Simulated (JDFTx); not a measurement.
Run report: Se, geometry relaxation (part 1 of 3)

System: Se (P3₁21, 3 atoms in the cell).
Method: Kohn-Sham DFT of a periodic cell, PBE with D2, PseudoDojo-SR-PBE-0.5-standard, no spin polarisation (JDFTx 1.7.0 (patched build)).

The structure derives from an entry of the Crystallography Open Database.

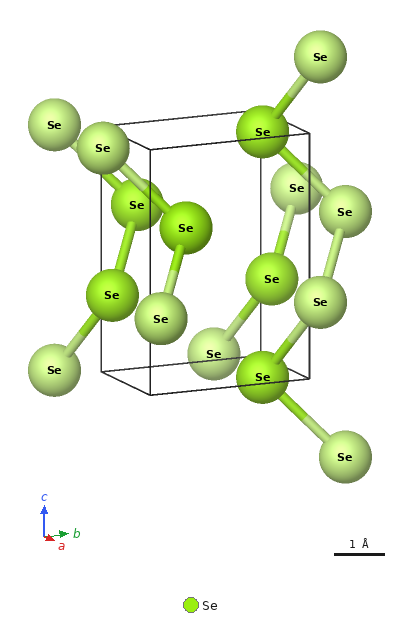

**Figure 1.** The input geometry (ball-and-stick view of the cell of the calculation, seen slightly off an axis; neighbours outside the cell are drawn fainter). Near neighbours in the crystal (not all of them lie inside the picture): Se has 2 Se at 2.37 Å.

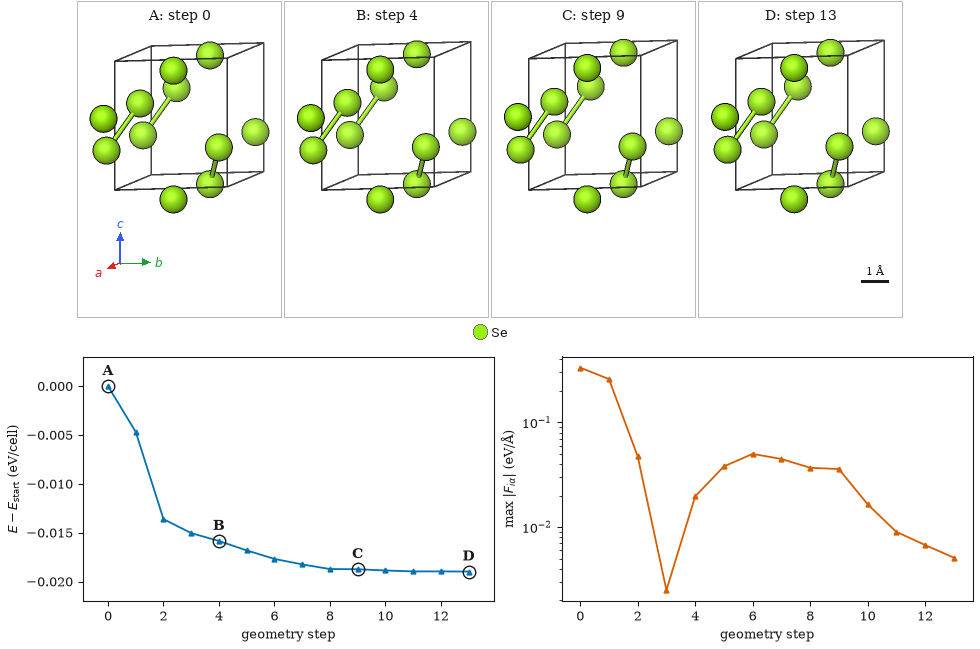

**Figure 2.** Frames of the relaxation (ball-and-stick view of the cell of the calculation, repeated 2 × 1 × 1, seen slightly off an axis) above the curves, on which the letters mark them (steps are counted from 0).

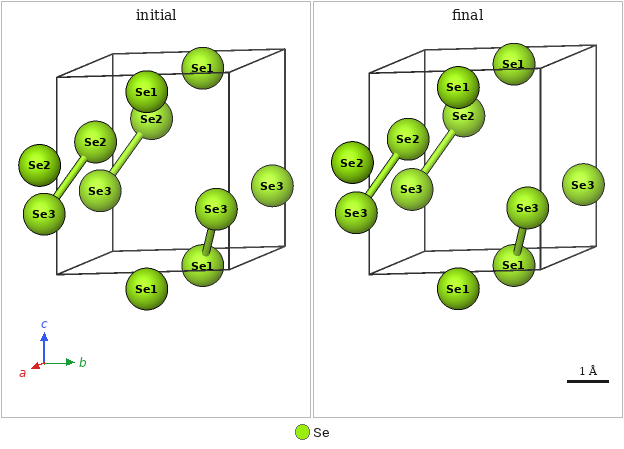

**Figure 3.** Before (left) and after (right) the relaxation, at one scale (ball-and-stick view of the cell of the calculation, repeated 2 × 1 × 1, seen slightly off an axis). The largest moves relative to the cell, 0.012 Å, are those of Se1, Se2 and Se3. Cell: a = b 4.366 → 4.346 Å (−0.5 %), c 4.954 → 5.054 Å (+2.0 %). Volume +1.1 %. Distances before and after: Se1–Se2 2.373 → 2.406 Å. The space group stays P3_121 (No. 152). After 13 geometry steps the energy has fallen by 19.0 meV per cell of the calculation. The largest force component goes from 0.33 to 0.0051 eV/Å. (Atoms are counted from 1 in the order of the input.)

The input that produced these results follows, with the program's output.

The input
```
include Se.lattice
coords-type Lattice
include Se.ionpos

ion-species pseudo/Se.upf
elec-cutoff 43 344
elec-ex-corr gga-PBE
van-der-waals
kpoint-folding 4 4 3
elec-smearing Fermi 0.0018374661
elec-n-bands 32
electronic-SCF nIterations 100 energyDiffThreshold 1e-09
electronic-minimize nIterations 30 energyDiffThreshold 1e-7
forces-output-coords Cartesian
lattice-minimize nIterations 40 energyDiffThreshold 1e-6

dump-name run.$VAR
dump End Ecomponents EigStats BandEigs Kpoints Forces Stress
```

File Se.lattice
```
lattice \
    8.2509222053    -4.1254611027     0.0000000000 \
    0.0000000000     7.1455082345     0.0000000000 \
    0.0000000000     0.0000000000     9.3609473309
```

File Se.ionpos
```
ion Se     0.7746000000     0.7746000000     0.0000000000 1
ion Se     0.0000000000     0.2254000000     0.6666666667 1
ion Se     0.2254000000     0.0000000000     0.3333333333 1
```

Run as:
```bash
jdftx -c 1 -i Se.in -o Se.out
```

Log
```
*************** JDFTx 1.7.0 (patched build) ***************

Input parsed successfully to the following command list (including defaults):
[... the input with its defaults ...]

---------- Setting up symmetries ----------

Found 24 point-group symmetries of the bravais lattice
Found 6 space-group symmetries with basis
Applied RMS atom displacement 2.54773e-10 bohrs to make symmetries exact.

---------- Initializing the Grid ----------
R =
[      8.25092     -4.12546            0  ]
[            0      7.14551            0  ]
[            0            0      9.36095  ]
unit cell volume = 551.894
G =
[   0.761513    0.43966         -0  ]
[          0    0.87932          0  ]
[          0         -0   0.671213  ]
Minimum fftbox size, Smin = [  72  72  80  ]
Chosen fftbox size, S = [  72  72  80  ]

---------- Initializing tighter grid for wavefunction operations ----------
R =
[      8.25092     -4.12546            0  ]
[            0      7.14551            0  ]
[            0            0      9.36095  ]
unit cell volume = 551.894
G =
[   0.761513    0.43966         -0  ]
[          0    0.87932          0  ]
[          0         -0   0.671213  ]
Minimum fftbox size, Smin = [  52  52  56  ]
Chosen fftbox size, S = [  54  54  56  ]

---------- Exchange Correlation functional ----------
Initalized PBE GGA exchange.
Initalized PBE GGA correlation.

---------- Setting up pseudopotentials ----------
Width of ionic core gaussian charges (only for fluid interactions / plotting) set to 0

Reading pseudopotential file 'pseudo/Se.upf':
  'Se' pseudopotential, 'PBE' functional
  Generated using ONCVPSP code by D. R. Hamann
  16 valence electrons, 3 orbitals, 6 projectors, 1001 radial grid points, with lMax = 2
    3D    l: 2   occupation: 10.0   eigenvalue: -1.952304
    4S    l: 0   occupation:  2.0   eigenvalue: -0.635300
    4P    l: 1   occupation:  4.0   eigenvalue: -0.239292
  Core radius for overlap checks: 1.83 bohrs.

Initialized 1 species with 3 total atoms.

Folded 1 k-points by 4x4x3 to 48 k-points.

---------- Setting up k-points, bands, fillings ----------
Adding inversion symmetry to k-mesh for non-inversion-symmetric unit cell.
Reduced to 9 k-points under symmetry.
Computing the number of bands and number of electrons
Calculating initial fillings.
nElectrons:  48.000000   nBands: 32   nStates: 9

----- Setting up reduced wavefunction bases (one per k-point) -----
average nbasis = 7428.229 , ideal nbasis = 7432.794

Initializing DFT-D2 calculator:
	Se:  C6:  219.24 Eh-a0^6  R0: 3.347 a0

---------- Setting up ewald sum ----------
Optimum gaussian width for ewald sums = 2.724844 bohr.
Real space sum over 1089 unit cells with max indices [  5  5  4  ]
Reciprocal space sum over 2535 terms with max indices [  6  6  7  ]

---------- Allocating electronic variables ----------
Initializing wave functions:  linear combination of atomic orbitals
Note: number of bands (32) exceeds available atomic orbitals (27)
Se pseudo-atom occupations:   s ( 2 )  p ( 4 )  d ( 10 )
	FillingsUpdate:  mu: +0.297268641  nElectrons: 48.000000
LCAOMinimize: Iter:   0  F: -334.0024798652046911  |grad|_K:  1.418e-03  alpha:  1.000e+00
	FillingsUpdate:  mu: +0.299604772  nElectrons: 48.000000
LCAOMinimize: Iter:   1  F: -334.0092967498288772  |grad|_K:  1.049e-04  alpha:  7.196e-01  linmin:  2.506e-02  cgtest: -1.434e-01
	FillingsUpdate:  mu: +0.299428525  nElectrons: 48.000000
[... 6 lines of inner loops ...]
	FillingsUpdate:  mu: +0.299399977  nElectrons: 48.000000
LCAOMinimize: Iter:   5  F: -334.0093422663144338  |grad|_K:  2.575e-08  alpha:  1.771e-01  linmin: -1.937e-01  cgtest:  9.999e-01
LCAOMinimize: Encountered beta<0, resetting CG.
LCAOMinimize: Converged (|Delta F|<1.000000e-06 for 2 iters).

--------- Lattice Minimization ---------

-------- Electronic minimization -----------
Will mix electronic density at each iteration.
	FillingsUpdate:  mu: +0.299399977  nElectrons: 48.000000
	FillingsUpdate:  mu: +0.286541603  nElectrons: 48.000000
SCF: Cycle:  0   F: -334.096988923639003   dF: -8.765e-02   |Residual|: 1.207e-01   |deigs|: 1.205e-01
	FillingsUpdate:  mu: +0.288156101  nElectrons: 48.000000
SCF: Cycle:  1   F: -334.119828758074163   dF: -2.284e-02   |Residual|: 4.940e-02   |deigs|: 5.563e-03
	FillingsUpdate:  mu: +0.289641915  nElectrons: 48.000000
SCF: Cycle:  2   F: -334.122953890951180   dF: -3.125e-03   |Residual|: 1.676e-02   |deigs|: 2.878e-03
	FillingsUpdate:  mu: +0.290339885  nElectrons: 48.000000
SCF: Cycle:  3   F: -334.123090114849106   dF: -1.362e-04   |Residual|: 3.530e-03   |deigs|: 9.613e-04
	FillingsUpdate:  mu: +0.290643172  nElectrons: 48.000000
SCF: Cycle:  4   F: -334.123104657124713   dF: -1.454e-05   |Residual|: 1.951e-03   |deigs|: 5.222e-04
	FillingsUpdate:  mu: +0.290656781  nElectrons: 48.000000
SCF: Cycle:  5   F: -334.123111592839962   dF: -6.936e-06   |Residual|: 3.130e-04   |deigs|: 2.786e-04
	FillingsUpdate:  mu: +0.290698941  nElectrons: 48.000000
SCF: Cycle:  6   F: -334.123112976367906   dF: -1.384e-06   |Residual|: 2.121e-04   |deigs|: 1.854e-04
	FillingsUpdate:  mu: +0.290717115  nElectrons: 48.000000
SCF: Cycle:  7   F: -334.123113754066310   dF: -7.777e-07   |Residual|: 8.692e-05   |deigs|: 1.306e-04
	FillingsUpdate:  mu: +0.290719232  nElectrons: 48.000000
SCF: Cycle:  8   F: -334.123114049710694   dF: -2.956e-07   |Residual|: 3.923e-05   |deigs|: 1.230e-04
	FillingsUpdate:  mu: +0.290719291  nElectrons: 48.000000
SCF: Cycle:  9   F: -334.123114223089942   dF: -1.734e-07   |Residual|: 2.216e-05   |deigs|: 3.460e-04
	FillingsUpdate:  mu: +0.290719894  nElectrons: 48.000000
SCF: Cycle: 10   F: -334.123114291289880   dF: -6.820e-08   |Residual|: 1.691e-05   |deigs|: 1.206e-04
	FillingsUpdate:  mu: +0.290719043  nElectrons: 48.000000
SCF: Cycle: 11   F: -334.123114334773788   dF: -4.348e-08   |Residual|: 4.496e-06   |deigs|: 1.075e-04
	FillingsUpdate:  mu: +0.290718851  nElectrons: 48.000000
SCF: Cycle: 12   F: -334.123114353105962   dF: -1.833e-08   |Residual|: 4.760e-06   |deigs|: 3.291e-05
	FillingsUpdate:  mu: +0.290718675  nElectrons: 48.000000
SCF: Cycle: 13   F: -334.123114368872507   dF: -1.577e-08   |Residual|: 3.135e-06   |deigs|: 1.990e-05
	FillingsUpdate:  mu: +0.290718706  nElectrons: 48.000000
SCF: Cycle: 14   F: -334.123114372900659   dF: -4.028e-09   |Residual|: 4.401e-06   |deigs|: 1.244e-05
	FillingsUpdate:  mu: +0.290718738  nElectrons: 48.000000
SCF: Cycle: 15   F: -334.123114376679951   dF: -3.779e-09   |Residual|: 7.688e-06   |deigs|: 2.076e-05
	FillingsUpdate:  mu: +0.290718736  nElectrons: 48.000000
SCF: Cycle: 16   F: -334.123114377629065   dF: -9.491e-10   |Residual|: 5.504e-06   |deigs|: 7.618e-06
	FillingsUpdate:  mu: +0.290718790  nElectrons: 48.000000
SCF: Cycle: 17   F: -334.123114378514572   dF: -8.855e-10   |Residual|: 6.346e-06   |deigs|: 9.135e-06
SCF: Converged (|Delta E|<1.000000e-09 for 2 iters).

Setting wave functions to eigenvectors of Hamiltonian
# Lattice vectors:
R =
[      8.25092     -4.12546            0  ]
[            0      7.14551            0  ]
[            0            0      9.36095  ]
unit cell volume = 551.894

# Strain tensor in Cartesian coordinates:
[            0            0            0  ]
[            0            0            0  ]
[            0            0            0  ]

# Stress tensor in Cartesian coordinates [Eh/a0^3]:
[ -4.29099e-05            0            0  ]
[            0 -4.29099e-05            0  ]
[            0            0   -0.0001037  ]

# Ionic positions in lattice coordinates:
ion Se   0.774600000000000   0.774600000000000   0.000000000000000 1
ion Se   0.000000000000000   0.225400000000000   0.666666666666667 1
ion Se   0.225400000000000   0.000000000000000   0.333333333333333 1

# Forces in Cartesian coordinates:
force Se  -0.003241162447320  -0.005613858034317   0.000000000000000 1
force Se  -0.003241162447320   0.005613858034272   0.000000000000000 1
force Se   0.006482324894640   0.000000000000046   0.000000000000000 1

# Energy components:
   Eewald =     -183.0694919055563616
       EH =      114.7467120215934528
     Eloc =     -298.6706351158049983
      Enl =     -159.3848951392568551
     EvdW =       -0.0220889339743052
      Exc =      -72.5780387715509363
 Exc_core =       29.6051995221438382
       KE =      235.2501239458735540
-------------------------------------
     Etot =     -334.1231143765325555
       TS =        0.0000000019820298
-------------------------------------
        F =     -334.1231143785145719

LatticeMinimize: Iter:   0  F: -334.123114378514572  |grad|_K:  1.384e-02

#--- Lowdin population analysis ---
# oxidation-state Se +0.051 +0.051 +0.051

-------- Electronic minimization -----------
Will mix electronic density at each iteration.
	FillingsUpdate:  mu: +0.290718790  nElectrons: 48.000000
	FillingsUpdate:  mu: +0.289588695  nElectrons: 48.000000
SCF: Cycle:  0   F: -334.123283600972400   dF: -5.248e-05   |Residual|: 1.222e-03   |deigs|: 3.779e-05
	FillingsUpdate:  mu: +0.289572586  nElectrons: 48.000000
SCF: Cycle:  1   F: -334.123286013800282   dF: -2.413e-06   |Residual|: 5.691e-04   |deigs|: 3.381e-05
	FillingsUpdate:  mu: +0.289557661  nElectrons: 48.000000
SCF: Cycle:  2   F: -334.123286426608104   dF: -4.128e-07   |Residual|: 1.966e-04   |deigs|: 2.346e-05
	FillingsUpdate:  mu: +0.289549670  nElectrons: 48.000000
SCF: Cycle:  3   F: -334.123286465064439   dF: -3.846e-08   |Residual|: 5.089e-05   |deigs|: 7.576e-06
	FillingsUpdate:  mu: +0.289544896  nElectrons: 48.000000
SCF: Cycle:  4   F: -334.123286476903957   dF: -1.184e-08   |Residual|: 2.700e-05   |deigs|: 5.981e-06
	FillingsUpdate:  mu: +0.289542910  nElectrons: 48.000000
SCF: Cycle:  5   F: -334.123286480744355   dF: -3.840e-09   |Residual|: 5.738e-06   |deigs|: 3.625e-06
	FillingsUpdate:  mu: +0.289542328  nElectrons: 48.000000
SCF: Cycle:  6   F: -334.123286482165781   dF: -1.421e-09   |Residual|: 2.877e-06   |deigs|: 8.436e-07
	FillingsUpdate:  mu: +0.289542374  nElectrons: 48.000000
SCF: Cycle:  7   F: -334.123286482783215   dF: -6.174e-10   |Residual|: 1.332e-06   |deigs|: 4.453e-07
	FillingsUpdate:  mu: +0.289542290  nElectrons: 48.000000
SCF: Cycle:  8   F: -334.123286483059076   dF: -2.759e-10   |Residual|: 1.147e-06   |deigs|: 5.944e-07
SCF: Converged (|Delta E|<1.000000e-09 for 2 iters).

Setting wave functions to eigenvectors of Hamiltonian
# Lattice vectors:
R =
[      8.25383     -4.12691            0  ]
[ -2.03212e-14      7.14802            0  ]
[            0            0      9.36891  ]
unit cell volume = 552.752

# Strain tensor in Cartesian coordinates:
[  0.000351973            0            0  ]
[            0  0.000351973            0  ]
[            0            0  0.000850611  ]

# Stress tensor in Cartesian coordinates [Eh/a0^3]:
[ -3.37192e-05            0            0  ]
[            0 -3.37192e-05            0  ]
[            0            0 -8.97974e-05  ]

# Ionic positions in lattice coordinates:
ion Se   0.773814351470861   0.773814351470871   0.000000000000000 1
ion Se  -0.000000000000004   0.226185648529123   0.666666666666667 1
ion Se   0.226185648529143   0.000000000000006   0.333333333333333 1

# Forces in Cartesian coordinates:
force Se  -0.002519542548697  -0.004363975706154   0.000000000000000 1
force Se  -0.002519542548697   0.004363975706119   0.000000000000000 1
force Se   0.005039085097394   0.000000000000036  -0.000000000000000 1

# Energy components:
   Eewald =     -183.1188853013624680
       EH =      114.6670821183754612
     Eloc =     -298.5357252347472468
      Enl =     -159.3864203383452036
     EvdW =       -0.0220344066385505
      Exc =      -72.5742130248942345
 Exc_core =       29.6051996190539022
       KE =      235.2417100878311658
-------------------------------------
     Etot =     -334.1232864807271881
       TS =        0.0000000023318633
-------------------------------------
        F =     -334.1232864830590756

LatticeMinimize: Iter:   1  F: -334.123286483059076  |grad|_K:  1.110e-02  alpha:  1.000e+00  linmin: -2.392e-01

#--- Lowdin population analysis ---
# oxidation-state Se +0.051 +0.051 +0.051

-------- Electronic minimization -----------
Will mix electronic density at each iteration.
	FillingsUpdate:  mu: +0.289542290  nElectrons: 48.000000
	FillingsUpdate:  mu: +0.285563673  nElectrons: 48.000000
SCF: Cycle:  0   F: -334.123592014844348   dF: -4.276e-04   |Residual|: 3.468e-03   |deigs|: 2.888e-04
	FillingsUpdate:  mu: +0.285527783  nElectrons: 48.000000
SCF: Cycle:  1   F: -334.123610636914691   dF: -1.862e-05   |Residual|: 1.641e-03   |deigs|: 9.595e-05
	FillingsUpdate:  mu: +0.285488705  nElectrons: 48.000000
SCF: Cycle:  2   F: -334.123613994438188   dF: -3.358e-06   |Residual|: 5.520e-04   |deigs|: 6.992e-05
	FillingsUpdate:  mu: +0.285467838  nElectrons: 48.000000
SCF: Cycle:  3   F: -334.123614289530337   dF: -2.951e-07   |Residual|: 1.488e-04   |deigs|: 2.015e-05
	FillingsUpdate:  mu: +0.285454458  nElectrons: 48.000000
SCF: Cycle:  4   F: -334.123614381367304   dF: -9.184e-08   |Residual|: 8.018e-05   |deigs|: 1.646e-05
	FillingsUpdate:  mu: +0.285448442  nElectrons: 48.000000
SCF: Cycle:  5   F: -334.123614410634275   dF: -2.927e-08   |Residual|: 1.584e-05   |deigs|: 1.111e-05
	FillingsUpdate:  mu: +0.285447090  nElectrons: 48.000000
SCF: Cycle:  6   F: -334.123614421067657   dF: -1.043e-08   |Residual|: 8.907e-06   |deigs|: 1.565e-06
	FillingsUpdate:  mu: +0.285447214  nElectrons: 48.000000
SCF: Cycle:  7   F: -334.123614425520145   dF: -4.452e-09   |Residual|: 3.790e-06   |deigs|: 9.952e-07
	FillingsUpdate:  mu: +0.285446998  nElectrons: 48.000000
SCF: Cycle:  8   F: -334.123614427426674   dF: -1.907e-09   |Residual|: 3.218e-06   |deigs|: 3.697e-07
	FillingsUpdate:  mu: +0.285447093  nElectrons: 48.000000
SCF: Cycle:  9   F: -334.123614428339465   dF: -9.128e-10   |Residual|: 1.173e-06   |deigs|: 4.450e-07
	FillingsUpdate:  mu: +0.285447141  nElectrons: 48.000000
SCF: Cycle: 10   F: -334.123614428769145   dF: -4.297e-10   |Residual|: 1.128e-06   |deigs|: 1.781e-07
SCF: Converged (|Delta E|<1.000000e-09 for 2 iters).

Setting wave functions to eigenvectors of Hamiltonian
# Lattice vectors:
R =
[      8.26257     -4.13129            0  ]
[ -8.15705e-14       7.1556            0  ]
[            0            0      9.40403  ]
unit cell volume = 556

# Strain tensor in Cartesian coordinates:
[   0.00141171            0            0  ]
[            0   0.00141171            0  ]
[            0            0   0.00460241  ]

# Stress tensor in Cartesian coordinates [Eh/a0^3]:
[ -6.12109e-06            0            0  ]
[            0 -6.12109e-06            0  ]
[            0            0 -4.66125e-05  ]

# Ionic positions in lattice coordinates:
ion Se   0.771582878830729   0.771582878830767   0.000000000000000 1
ion Se  -0.000000000000014   0.228417121169209   0.666666666666667 1
ion Se   0.228417121169285   0.000000000000024   0.333333333333333 1

# Forces in Cartesian coordinates:
force Se  -0.000461046152485  -0.000798555360734  -0.000000000000000 1
force Se  -0.000461046152484   0.000798555360729  -0.000000000000000 1
force Se   0.000922092304970   0.000000000000006   0.000000000000000 1
```
